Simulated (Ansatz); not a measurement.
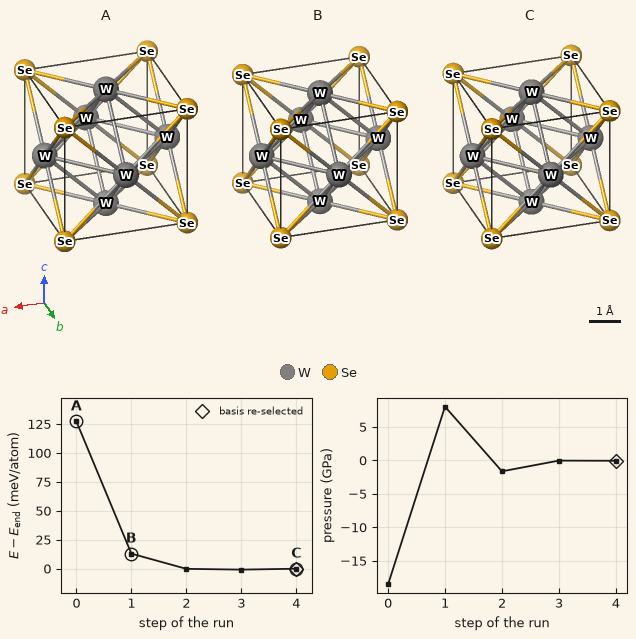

Frames of a relaxation of crystalline W$_{3}$Se (built on the Cu3Au (L1_2)_221 type) (coarse preliminary run), marked on the history of the run. The picture is a ball-and-stick view of the cell of the calculation, seen from a free direction.

Case: Cu3Au (L1_2) type (Pm-3m, No. 221).

Level of theory: DFT r2SCAN, scalar-relativistic, plane waves, PAW (Ansatz). Set-up: plane-wave cutoff 500 eV; k-point mesh 4 × 4 × 4; occupations gaussian; smearing width 0.1 eV; no spin polarisation; cell and atoms relaxed; force threshold 0.04 eV/Å; at most 70 steps.

Q: What happens along the run?

A: No atom moves by more than 0.005 Å relative to the cell. Cell: a = b = c 4.170 → 4.014 Å (−3.7 %). Volume −10.8 %. Some distances before and after: W–W 2.948 → 2.838 Å, Se–W 2.948 → 2.838 Å. The space group stays Pm-3m (No. 221). Over 3 accepted moves (4 points after the start) the energy falls by 127 meV per atom. All forces vanish by symmetry, so only the cell relaxes. Pressure: −18.52 GPa at the start and −0.04 GPa at the end. At 1 point the geometry stayed and the basis and grid were re-selected for the new cell (energy shift of 0.8 meV per atom at most each time). From step 0 to 1: volume −13.9 %, energy −114 meV per atom. From step 1 to 4: volume +3.6 %, energy −13.0 meV per atom.

```csv
step,"E − E(0), meV/atom","pressure, GPa","volume, Å³/atom",note
0,0.00,-18.52,18.122,
1,-114.27,8.04,15.599,
2,-127.42,-1.62,16.285,
3,-128.09,-0.02,16.166,
4,-127.31,-0.04,16.166,"same geometry, new basis"
```

Limits of the set-up: the k-point mesh is coarse for a cell with partly filled bands.
